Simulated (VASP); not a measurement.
Consider Ge (slab).

Input file:

```
SYSTEM = Ge
PREC     = Accurate       ! precision mode
ENCUT    = 300            ! plane-wave cutoff, eV
EDIFF    = 1E-6           ! SCF threshold, eV
ISMEAR   = 1              ! smearing method
SIGMA    = 0.1            ! smearing width, eV
LREAL    = .FALSE.        ! projectors in reciprocal space
LASPH    = .TRUE.         ! aspherical terms in the spheres
NELM     = 60             ! most SCF steps
ALGO     = Fast           ! electronic algorithm
ISIF     = 2              ! what is computed and relaxed
LWAVE    = .FALSE.        ! write WAVECAR
LCHARG   = .TRUE.         ! write CHGCAR
LDIPOL   = .TRUE.       
IDIPOL   = 3            
DIPOL    = 0.5 0.5 0.500
GGA      = CA             ! functional
LVHAR    = .TRUE.       
LVACPOTAV= .TRUE.       
KPAR     = 2
```

Launched as:

```sh
cat potpaw_LDA.64/Ge_d/POTCAR > POTCAR
mpirun -np 2 vasp_std > vasp.out
```

Not relaxed (largest force 0.4 eV/Å).

Method: Kohn-Sham DFT of a periodic cell, LDA, VASP PAW LDA potentials, recommended (VASP).

What will maps of the valence pseudo-density show?

Answer. Ge–Ge (2.45 Å): the density is about 0.49 e/Å³ at the midpoint.

Does the calculation make it a metal, or give it a gap?

Answer. It is gapped, with a Kohn–Sham gap of 0.38 eV on the k-point mesh (the band edges may lie off the mesh, which would make the gap smaller).

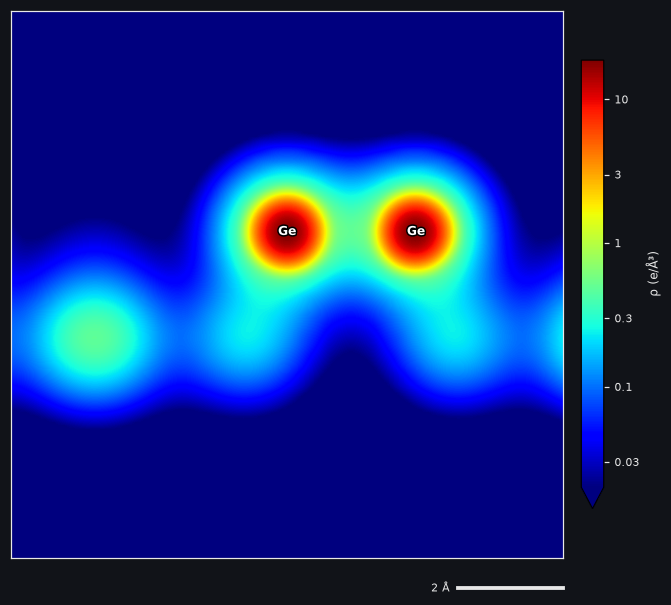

Computed valence pseudo-density on the (110) plane of the calculation cell, a cut from vacuum to vacuum. 

In a PAW calculation such maps are meaningful between the atoms, not at the nuclei.
